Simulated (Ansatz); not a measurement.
**Band-structure calculation of HfS2 (part 2 of 2)**

Continued. System: HfS2 (P-3m1, 3 atoms in the cell). Method: DFT, HSE06, plane waves, PAW, no spin polarisation (Ansatz 0.2.0); cutoff 420 eV, 6×6×4 k-mesh, fixed occupations. The structure was built on a prototype by a generator. The geometry comes from this level: r2scan-rvv10 (a point of a series of strains). It belongs to a series of runs on one base structure; here: uniaxial_z strain -2.0%.

Geometry of the input (Å; fractional positions):
```
3.6303  0.0000  0.0000
-1.8151  3.1439  0.0000
0.0000  0.0000  5.7608
Hf 0.0000  0.0000  0.0000
S  0.3333  0.6667  0.2490
S  0.6667  0.3333  0.7510
```

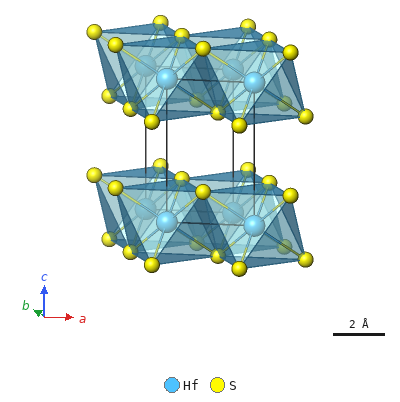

Figure 1. The input geometry (polyhedral view of the cell of the calculation, seen slightly off an axis; polyhedra are completed across the faces of the cell). An atom can appear more than once, as a periodic image.

## What the program printed, continued
```
SCF iter   1: F=—  HF=-17531.881443 eV  |F-HF|=—  |Δ(HF+E_count)|=         —  Δρ=6.37e-3  dr2=5.15e-2  ethr=6.60e-7  ⟨swp⟩=7.7  Hψ=3154  notcnv=0
preconditioner: auto → none  [insulator: Δε(μ)=1.829 eV  Ē_g=14.857 eV  n_scr=22 (ndim 8)  ℏωp=25.1 eV  f_vac=0.052]
SCF iter   2: F=—  HF=-17531.827648 eV  |F-HF|=—  |Δ(HF+E_count)|=   5.38e-2  Δρ=3.96e-3  dr2=1.95e-2  ethr=6.60e-7  ⟨swp⟩=5.9  Hψ=2639  notcnv=0
SCF iter   3: F=—  HF=-17531.823588 eV  |F-HF|=—  |Δ(HF+E_count)|=   4.06e-3  Δρ=1.74e-3  dr2=4.92e-3  ethr=6.60e-7  ⟨swp⟩=5.0  Hψ=2222  notcnv=0
SCF iter   4: F=—  HF=-17531.838263 eV  |F-HF|=—  |Δ(HF+E_count)|=   1.47e-2  Δρ=1.27e-3  dr2=1.46e-3  ethr=6.60e-7  ⟨swp⟩=4.2  Hψ=2182  notcnv=0
SCF iter   5: F=—  HF=-17531.837415 eV  |F-HF|=—  |Δ(HF+E_count)|=   8.48e-4  Δρ=5.31e-4  dr2=1.78e-4  ethr=6.60e-7  ⟨swp⟩=4.0  Hψ=1731  notcnv=0
SCF iter   6: F=—  HF=-17531.837229 eV  |F-HF|=—  |Δ(HF+E_count)|=   1.85e-4  Δρ=1.83e-4  dr2=3.68e-5  ethr=2.58e-7  ⟨swp⟩=4.0  Hψ=1637  notcnv=0
SCF iter   7: F=—  HF=-17531.837481 eV  |F-HF|=—  |Δ(HF+E_count)|=   2.51e-4  Δρ=1.40e-4  dr2=3.06e-5  ethr=3.07e-8  ⟨swp⟩=4.4  Hψ=1997  notcnv=0
iter 8 solved again at ethr=3.31e-10 eV; its pass at ethr=3.07e-8 eV (dr2=1.26e-7 eV) is discarded
SCF iter   8: F=-17531.837470 eV  HF=-17531.837470 eV  |F-HF|=8.79e-8  |Δ(HF+E_count)|=   1.11e-5  Δρ=2.04e-5  dr2=7.91e-7  ethr=3.31e-10  ⟨swp⟩=3.6  Hψ=3099  notcnv=0
SCF 2 stopped early in 8 iterations: F = -17531.837470 eV  dr2 = 7.91e-7
  Residual-converged pass: ⟨swp⟩=2.9  Hψ=1311  notcnv=0  max |occ|·‖R‖ = 6.7e-6 eV (tolerance 6.7e-6 eV)  dr2=7.91e-7  dr2_onsite=1.54e-7  max |Δocc| = 0.0e0
  greatest PAW one-centre occupation: 1.002 electrons in one spin orbital (limit 2), on the Hf atom at site 0 (counted from 0), in its partial waves of l = 0
hybrid outer 1: dexx = +1.653e-2 eV, tail = 1.15e-3 eV
Exchange kernel: α = 0.2500, screened, ω = 0.2079 Å⁻¹, Wigner–Seitz truncation, v(0) = 1046.2718 eV·Å³, q-mesh 6×6×4, nearest image of the exchange supercell L = 21.78 Å, pair-density grid 15×15×25, without the augmentation charges, whose exchange is taken in its separable form by FFT convolution over the k-point mesh (sized by the pseudopotential files, 24×24×40 at the most), smooth part of the exact exchange by density-matrix convolution in up to 3.65 GiB of GPU memory as planned if the GPU has room (build and FFT work areas not counted)
Frozen-core exchange: fock
SCF iter   1: F=—  HF=-17531.837221 eV  |F-HF|=—  |Δ(HF+E_count)|=         —  Δρ=9.57e-5  dr2=1.05e-5  ethr=1.51e-5  ⟨swp⟩=2.0  Hψ=1224  notcnv=0
preconditioner: auto → none  [insulator: Δε(μ)=1.744 eV  Ē_g=14.563 eV  n_scr=22 (ndim 8)  ℏωp=25.1 eV  f_vac=0.053]
SCF iter   2: F=—  HF=-17531.837219 eV  |F-HF|=—  |Δ(HF+E_count)|=   1.45e-6  Δρ=2.96e-5  dr2=3.82e-7  ethr=2.67e-8  ⟨swp⟩=4.0  Hψ=1585  notcnv=0
SCF iter   3: F=—  HF=-17531.837221 eV  |F-HF|=—  |Δ(HF+E_count)|=   1.72e-6  Δρ=1.04e-5  dr2=1.37e-7  ethr=5.64e-10  ⟨swp⟩=4.5  Hψ=2010  notcnv=0
SCF iter   4: F=—  HF=-17531.837221 eV  |F-HF|=—  |Δ(HF+E_count)|=   3.85e-8  Δρ=1.55e-6  dr2=4.13e-9  ethr=3.49e-10  ⟨swp⟩=3.0  Hψ=1369  notcnv=0
SCF iter   5: F=-17531.837221 eV  HF=-17531.837221 eV  |F-HF|=1.26e-9  |Δ(HF+E_count)|=   3.09e-8  Δρ=1.53e-6  dr2=1.97e-9  ethr=2.31e-12  ⟨swp⟩=6.0  Hψ=2321  notcnv=0  defer=2  reapply=1
SCF 3 converged in 5 iterations: F = -17531.837221 eV  dr2 = 1.97e-9
  Residual-converged pass: ⟨swp⟩=2.6  Hψ=1270  notcnv=0  max |occ|·‖R‖ = 5.4e-7 eV (tolerance 5.4e-7 eV)  dr2=1.97e-9  dr2_onsite=1.10e-10  max |Δocc| = 0.0e0
hybrid outer 2: dexx = +1.890e-6 eV, tail = 8.38e-8 eV, Δε = 7.48e-3 eV (about 2.57e-4 eV left of the loop's levels), ΔF = 1.53e-2 eV/Å (tail 2.44e-3)
Exchange kernel: α = 0.2500, screened, ω = 0.2079 Å⁻¹, Wigner–Seitz truncation, v(0) = 1046.2718 eV·Å³, q-mesh 6×6×4, nearest image of the exchange supercell L = 21.78 Å, pair-density grid 15×15×25, without the augmentation charges, whose exchange is taken in its separable form by FFT convolution over the k-point mesh (sized by the pseudopotential files, 24×24×40 at the most), smooth part of the exact exchange by density-matrix convolution in up to 3.65 GiB of GPU memory as planned if the GPU has room (build and FFT work areas not counted)
Frozen-core exchange: fock
SCF iter   1: F=—  HF=-17531.837221 eV  |F-HF|=—  |Δ(HF+E_count)|=         —  Δρ=3.09e-6  dr2=2.80e-9  ethr=1.10e-9  ⟨swp⟩=3.7  Hψ=1318  notcnv=0
preconditioner: auto → none  [insulator: Δε(μ)=1.746 eV  Ē_g=14.563 eV  n_scr=22 (ndim 8)  ℏωp=25.1 eV  f_vac=0.053]
SCF iter   2: F=-17531.837221 eV  HF=-17531.837221 eV  |F-HF|=2.33e-10  |Δ(HF+E_count)|=  7.28e-11  Δρ=7.23e-7  dr2=6.81e-10  ethr=6.40e-12  ⟨swp⟩=4.0  Hψ=1905  notcnv=0
SCF 4 converged in 2 iterations: F = -17531.837221 eV  dr2 = 6.81e-10
  Residual-converged pass: ⟨swp⟩=2.5  Hψ=1140  notcnv=0  max |occ|·‖R‖ = 9.6e-7 eV (tolerance 9.6e-7 eV)  dr2=6.83e-10  dr2_onsite=8.11e-11  max |Δocc| = 0.0e0
hybrid outer 3: dexx = +1.817e-9 eV, tail = 1.77e-9 eV, Δε = 1.03e-4 eV (about 2.15e-5 eV left of the loop's levels), ΔF = 1.60e-6 eV/Å (tail 3.40e-4)
NSCF: frozen V_eff on 9 k-points, pencils in batches of 32, up to order 104
hybrid SCF converged: 3 outer / 15 inner (+4 warm-up), last move |dexx| = 1.82e-9 eV, tail = 1.77e-9 eV
Stability not checked: this state was not tested for a lower state beside it, because the functional holds exact exchange (a hybrid, or Hartree-Fock), whose exchange loop this test does not read (fock_operator; see scf.lower_state_search)
Free energy (F): -17531.837221 eV
Frozen-core exchange: fock
Harris-Foulkes:  -17531.837221 eV  (|F-HF|=2.33e-10)
Internal energy: -17531.837221 eV  (E = F + TS)
E sigma→0 (E₀):  -17531.837221 eV
Fermi energy:    8.965074 eV
--- Per-component energies (eV) ---
  E_band       = -289.410681
  E_kinetic    = 630.333157
  E_local      = -8034.869466  (includes V_loc(G=0)·N_el)
  E_nonlocal   = -1202.054248
  E_hartree    = 3704.408334
  E_xc         = -392.256611
  E_vxc        = -349.944828  (∫ρ·V_xc dr)
  E_exx        = -137.833776  (= α·E_x^exact, valence–valence)
  E_paw        = -8078.743836  (= ΣΔE_a)
  E_vpaw       = 1533.975984  (= ΣTr[D̂ρ^β])
  E_aug_tail   = 0.000002  (compensation charges beyond the density's cutoff)
  E_ewald      = -4021.786102
  E_core_change = 0.965325  (= ΣΔE_core)
  E_smearing   = -0.000000  (= −TS)
  E_closure    = 0.000000  (closes the sum)
  Σ components = -17531.837221   (vs F -17531.837221, Δ=0.00e0)
--- Forces (eV/Å), atoms counted from 1 ---
  atom   1  Hf    -0.00000000     0.00000000     0.00000000
  atom   2  S      0.00000000    -0.00000000    -0.05499220
  atom   3  S     -0.00000000     0.00000000     0.05499220
  max |Σ_I F_I| component: 9.25e-18 eV/Å
--- Stress (GPa, compression-positive) ---
        1.433083       0.000000       0.000000
        0.000000       1.433083       0.000000
       -0.000000       0.000000       2.310247
  P = ⅓ Tr σ = 1.7255 GPa (17.255 kbar)
--- Band table (eV; the first three rows and the last of 24) ---
  k-point 0: bands = ["-56.4486", "-23.7549", "-23.6140", "-23.6140", "-6.4361", "-6.3996", "-6.3826", "-6.3826", "-6.3757", "-6.3757", "-6.3619", "-5.7620", "-3.6989", "3.4635", "5.6602", "5.6602", "8.7165", "8.7165", "8.9651", "11.7112", "11.7112", "12.4614", "15.2411"]
  k-point 1: bands = ["-56.4486", "-23.7549", "-23.6140", "-23.6140", "-6.4388", "-6.3996", "-6.3826", "-6.3826", "-6.3757", "-6.3757", "-6.3619", "-5.6263", "-3.9434", "4.0300", "5.6885", "5.6885", "7.9613", "8.6265", "8.6265", "11.6808", "11.6808", "12.6427", "15.5117"]
  k-point 2: bands = ["-56.4486", "-23.7550", "-23.6140", "-23.6140", "-6.4411", "-6.3996", "-6.3826", "-6.3826", "-6.3757", "-6.3757", "-6.3619", "-5.4483", "-4.2231", "4.9117", "5.7179", "5.7179", "6.7669", "8.5381", "8.5381", "11.6498", "11.6498", "12.7152", "15.8200"]
  k-point 23: bands = ["-56.4395", "-23.7831", "-23.7831", "-23.7024", "-6.3944", "-6.3944", "-6.3901", "-6.3847", "-6.3828", "-6.3828", "-6.3690", "-3.9478", "-3.9478", "4.6248", "4.6248", "4.7064", "6.2678", "6.8408", "6.8408", "12.6037", "13.2011", "13.2011", "16.2050"]
```

## File bands.tsv
```
# k_distance	band_0	band_1	band_2	band_3	band_4	band_5	band_6	band_7	band_8	band_9	band_10	band_11	band_12	band_13	band_14	band_15	band_16	band_17	band_18	band_19	band_20	band_21	band_22
# fermi_ev = 8.965074
# lock_threshold_ev = 1e-6
# [0, 0, 0] at k_distance = 0.000000
# [0.5, 0, 0] at k_distance = 0.999257
# [0.3333333333, 0.3333333333, 0] at k_distance = 1.576178
# [0, 0, 0.5] at k_distance = 2.852403
# [0.5, 0, 0.5] at k_distance = 3.851660
# [0.3333333333, 0.3333333333, 0.5] at k_distance = 4.428581
# [0, 0.25, 0.25] at k_distance = 5.239023
# [-0.046875, 0.005208, 0] at k_distance = 5.845894
# [0, 0.5, 0.5] at k_distance = 7.019192
# levels_relative_to = fermi_ev
# free_energy_ev = -17531.837221
# largest_residual_norms_ev = 8.469e-5 2.378e-4 3.692e-4 3.690e-4 1.258e-3 2.556e-3 2.317e-3 2.861e-3 2.132e-3 1.917e-3 1.517e-3 2.888e-4 3.925e-4 4.159e-4 5.499e-4 4.855e-4 8.259e-4 9.929e-4 1.223e-3 1.275e-3 1.168e-3 1.243e-3 1.496e-3
0.000000	-65.413658	-32.719933	-32.579042	-32.579042	-15.401180	-15.364704	-15.347672	-15.347672	-15.340760	-15.340760	-15.326995	-14.727075	-12.664017	-5.501621	-3.304838	-3.304838	-0.248613	-0.248613	0.000000	2.746157	2.746157	3.496355	6.276063
0.999257	-65.405537	-32.823423	-32.672695	-32.634739	-15.384914	-15.355480	-15.352002	-15.349461	-15.340942	-15.335369	-15.334013	-13.264649	-12.780538	-5.548028	-3.349262	-2.921913	-2.907100	-2.415764	-1.724931	1.860471	5.025529	5.035296	7.322030
1.576178	-65.404522	-32.748284	-32.748284	-32.667474	-15.359549	-15.359549	-15.355185	-15.349842	-15.348004	-15.348004	-15.334112	-12.909752	-12.909752	-4.667975	-4.083957	-4.083957	-2.573633	-2.573633	-2.001391	3.351383	4.620814	4.620814	6.600966
2.852403	-65.413648	-32.720087	-32.579032	-32.579032	-15.406153	-15.364714	-15.347701	-15.347701	-15.340733	-15.340733	-15.326999	-14.413328	-13.188208	-4.053335	-3.247157	-3.247157	-2.198129	-0.426949	-0.426949	2.684720	2.684720	3.750086	6.854879
3.851660	-65.405527	-32.823210	-32.672675	-32.634842	-15.383828	-15.355504	-15.351722	-15.349456	-15.340870	-15.335366	-15.334019	-13.377794	-12.626792	-5.705452	-4.147240	-3.139926	-2.728447	-1.386744	-1.079940	1.745777	5.000829	5.097185	6.439319
4.428581	-65.404529	-32.748163	-32.748163	-32.667486	-15.359449	-15.359449	-15.355207	-15.349823	-15.347920	-15.347920	-15.334113	-12.912873	-12.912873	-4.340231	-4.340231	-4.258714	-2.697319	-2.124253	-2.124253	3.638636	4.236061	4.236061	7.239891
5.239023	-65.409603	-32.704125	-32.695042	-32.607106	-15.380081	-15.362806	-15.360001	-15.346232	-15.342903	-15.341690	-15.336226	-13.902489	-12.918669	-4.749808	-3.701819	-3.081433	-2.992556	-1.171417	-0.500612	2.276618	4.107025	4.762058	5.912942
5.845894	-65.413496	-32.719013	-32.583899	-32.580135	-15.400219	-15.364531	-15.349215	-15.347444	-15.341017	-15.340810	-15.327393	-14.699194	-12.670150	-5.469052	-3.334814	-3.291118	-0.420510	-0.313730	0.001751	2.764708	2.824081	3.527511	6.038646
7.019192	-65.405527	-32.823210	-32.672675	-32.634842	-15.383828	-15.355504	-15.351722	-15.349456	-15.340870	-15.335366	-15.334019	-13.377794	-12.626792	-5.705452	-4.147240	-3.139926	-2.728447	-1.386744	-1.079940	1.745777	5.000829	5.097185	6.439319
```

## File rho_z.tsv
```
# z_ang	rho[e/angstrom^3]
# format = ansatz-planar-average/11
# lattice	3.630295958	-0.000000000	0.000000000
# lattice	-1.815147979	3.143928523	0.000000000
# lattice	0.000000000	0.000000000	5.760790988
# sites	3
# site	72	0.000000000	0.000000000	0.000000000
# site	16	0.000000000	2.095952349	1.434156644
# site	16	1.815147979	1.047976174	4.326634343
0.000000	2.403724e0
0.144020	2.219481e0
0.288040	1.757857e0
0.432059	1.224428e0
0.576079	8.004604e-1
0.720099	5.535509e-1
0.864119	4.490412e-1
1.008138	4.157863e-1
1.152158	3.999983e-1
1.296178	3.819058e-1
1.440198	3.636777e-1
1.584218	3.485892e-1
1.728237	3.301747e-1
1.872257	2.977755e-1
2.016277	2.484364e-1
2.160297	1.906002e-1
2.304316	1.368200e-1
2.448336	9.524697e-2
2.592356	6.755115e-2
2.736376	5.208983e-2
2.880395	4.715065e-2
3.024415	5.208983e-2
3.168435	6.755115e-2
3.312455	9.524697e-2
3.456475	1.368200e-1
3.600494	1.906002e-1
3.744514	2.484364e-1
3.888534	2.977755e-1
4.032554	3.301747e-1
4.176573	3.485892e-1
4.320593	3.636777e-1
4.464613	3.819058e-1
4.608633	3.999983e-1
4.752653	4.157863e-1
4.896672	4.490412e-1
5.040692	5.535509e-1
5.184712	8.004604e-1
5.328732	1.224428e0
5.472751	1.757857e0
5.616771	2.219481e0
```

## File v_z.tsv
```
# z_ang	v_es[eV]	v_tot[eV]
# format = ansatz-planar-average/11
# xc	hse06
# density_cutoff_ev	1680
# datasets	Hf=:simpson_from_first_knot:soft:fock:shift=0	S=:simpson_from_first_knot:soft:fock:shift=0
# lattice	3.630295958	-0.000000000	0.000000000
# lattice	-1.815147979	3.143928523	0.000000000
# lattice	0.000000000	0.000000000	5.760790988
# sites	3
# site	72	0.000000000	0.000000000	0.000000000
# site	16	0.000000000	2.095952349	1.434156644
# site	16	1.815147979	1.047976174	4.326634343
0.000000	-8.580675e-1	-1.147191e1
0.144020	-6.864080e-1	-1.120099e1
0.288040	-1.554071e-1	-1.040822e1
0.432059	7.467683e-1	-9.191439e0
0.576079	1.858989e0	-7.805222e0
0.720099	2.709933e0	-6.741221e0
0.864119	3.054450e0	-6.212744e0
1.008138	3.138378e0	-6.051892e0
1.152158	3.343482e0	-5.912915e0
1.296178	3.767037e0	-5.558976e0
1.440198	4.319936e0	-4.931285e0
1.584218	5.012711e0	-3.949555e0
1.728237	5.974112e0	-2.519472e0
1.872257	7.426514e0	-5.087585e-1
2.016277	9.396298e0	2.028831e0
2.160297	1.144701e1	4.671359e0
2.304316	1.300892e1	6.827849e0
2.448336	1.395148e1	8.340455e0
2.592356	1.449666e1	9.374760e0
2.736376	1.478627e1	9.971731e0
2.880395	1.487576e1	1.016337e1
3.024415	1.478627e1	9.971731e0
3.168435	1.449666e1	9.374760e0
3.312455	1.395148e1	8.340455e0
3.456475	1.300892e1	6.827849e0
3.600494	1.144701e1	4.671359e0
3.744514	9.396298e0	2.028831e0
3.888534	7.426514e0	-5.087585e-1
4.032554	5.974112e0	-2.519472e0
4.176573	5.012711e0	-3.949555e0
4.320593	4.319936e0	-4.931285e0
4.464613	3.767037e0	-5.558976e0
4.608633	3.343482e0	-5.912915e0
4.752653	3.138378e0	-6.051892e0
4.896672	3.054450e0	-6.212744e0
5.040692	2.709933e0	-6.741221e0
5.184712	1.858989e0	-7.805222e0
5.328732	7.467683e-1	-9.191439e0
5.472751	-1.554071e-1	-1.040822e1
5.616771	-6.864080e-1	-1.120099e1
```

## Results in brief

- outcome: converged
- space group (tolerance 0.01 Å): P-3m1 (164)
- electrons treated: 38
- free energy: −17531.8372 eV
- Fermi energy: 8.965 eV
- gap on the k-point mesh: 1.75 eV
- pressure: 1.73 GPa
- largest force (length of the vector): 0.055 eV/Å
- hardware: 1 × NVIDIA H100 80GB HBM3, 2 threads of AMD EPYC (Zen 3), 144 GiB of memory available, shared host
- wall time: 77 s (CPU time 95 s)
- peak memory: 2.5 GiB

The program warns: the exchange loop's threshold is looser than advised for the stress; the SCF threshold is looser than advised for the printed stress. Spin–orbit coupling is left out, which matters for Hf.
